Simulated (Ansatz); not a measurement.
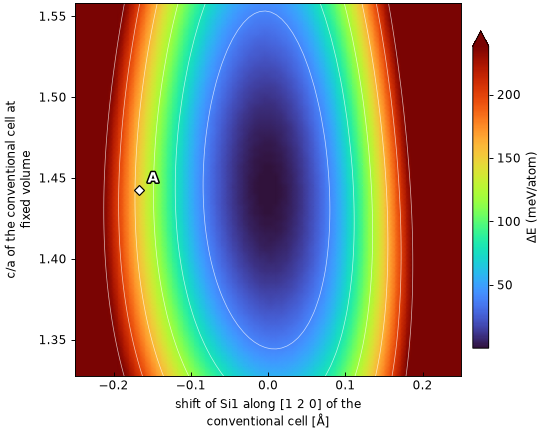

Si2W (P6_222, No. 180; 9 atoms in the cell). The energy is mapped over a free internal coordinate and the cell. The first coordinate is: shift of Si1 along [1 2 0] of the conventional cell, Cartesian (0 1 0), its symmetry partners moved as symmetry demands (measured in the relaxed cell); the second: c/a of the conventional cell at fixed volume. Nothing is relaxed (all other coordinates fixed). The grid has 7 × 7 points. Points are written as (first, second). All energies are given in meV/atom relative to the lowest grid point. The band gap closes in part of the range. These are results of DFT LDA, scalar-relativistic, plane waves, PAW (Ansatz), not measurements. Settings: cutoff 420 eV, k-mesh 9×9×6 in the order of the run's cell vectors, gaussian smearing 0.03 eV, no spin polarisation.

In the figure: a smooth colour map with a few white contour lines, one colour for all values above the top of the scale, the point A. Between grid points the surface is interpolated.

Question: Is A at rest? If not, where is it pushed?

Answer: A, at (−0.167 Å, 1.443), is not a stationary point. The computed force is 1700 meV/atom for each Å towards larger values of the first coordinate and 39 meV/atom for each unit towards smaller values of the second coordinate.

PAW datasets: the set soft_1.
